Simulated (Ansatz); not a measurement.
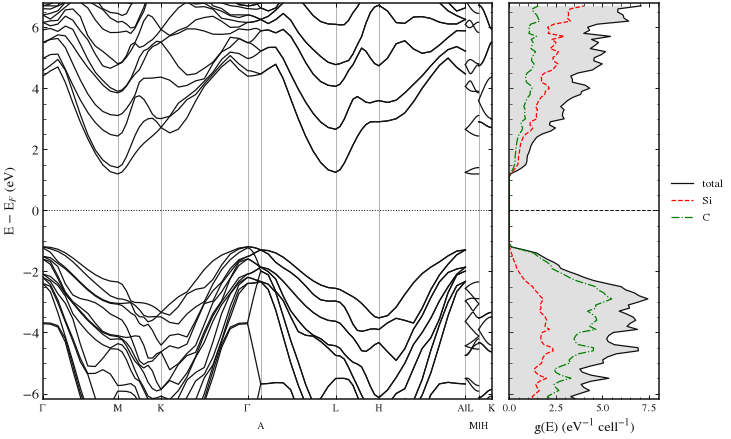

Band structure and density of states. Energies are counted from the Fermi level. The partial curves are projected on Löwdin-orthogonalised atomic shells.

Calculation on SiC, space group P6_3mc, 12 atoms in the cell.

Method: DFT r2SCAN, scalar-relativistic, plane waves, PAW, no spin polarisation, 12×12×2 k mesh, 500 eV cutoff, Gaussian smearing of 0.02 eV (Ansatz).

Question: What does the band structure say about the gap?

Answer: The material is gapped. The gap along this path is 2.39 eV and indirect, from the valence-band top at Γ to the conduction-band bottom at M; the smallest direct gap is 3.54 eV, at M.

Question: How many bands meet at the valence-band top?

Answer: Two bands meet at the valence-band top at Γ: it is doubly degenerate (spin aside). The next level lies only 0.04 eV lower.

Question: What is the character of the states on either side of the gap?

Answer: By projected weight, the top eV of the valence band is C (85 %) and Si (15 %); the bottom eV of the conduction band is Si (60 %) and C (40 %).
